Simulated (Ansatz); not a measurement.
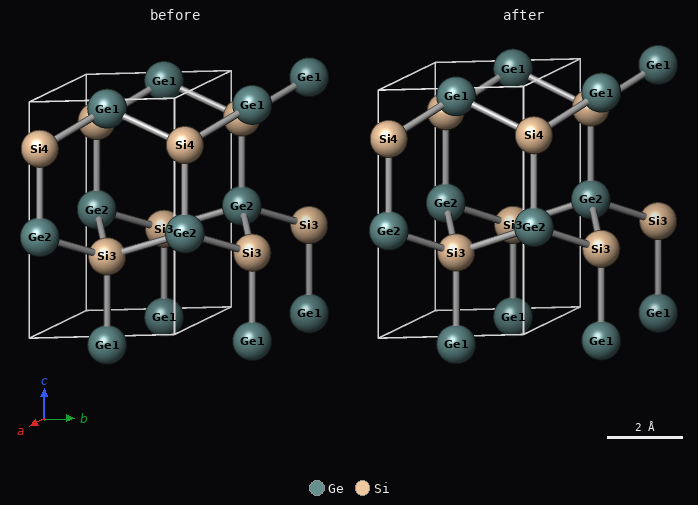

Left: crystalline SiGe (built on the wurtzite type) at its r2SCAN-relaxed geometry. Right: the same structure after one change, at the same scale. A ball-and-stick model of the cell of the calculation, repeated 2 × 2 × 1 with one cell outlined, seen slightly off an axis.

Method: DFT, HSE06, plane waves, PAW (Ansatz 0.2.0). Set-up: plane-wave cutoff 420 eV; k-point mesh 6 × 6 × 4; occupations fixed; no spin polarisation.

Q: Which change leads from the left to the right?

A: The cell is strained by +5.0 % along c and none across it (volume +5.0 %). The atoms were relaxed with r2SCAN under that strain, and this is a single point on that geometry.

Q: How do the computed properties respond?

A: Energy change: +30.1 meV per atom. The pressure goes from 0.3 to −3.5 GPa. The principal stresses (compression positive) are −8.8 GPa along c and −0.8 GPa across it. The forces stay under 0.01 eV/Å. The band gap: 0.97 eV before, 0.99 eV after. Among the bonded contacts that change: Ge–Si 2.413 → 2.505 Å, Ge–Si 2.397 → 2.421 Å. The space group stays P6_3mc (No. 186).
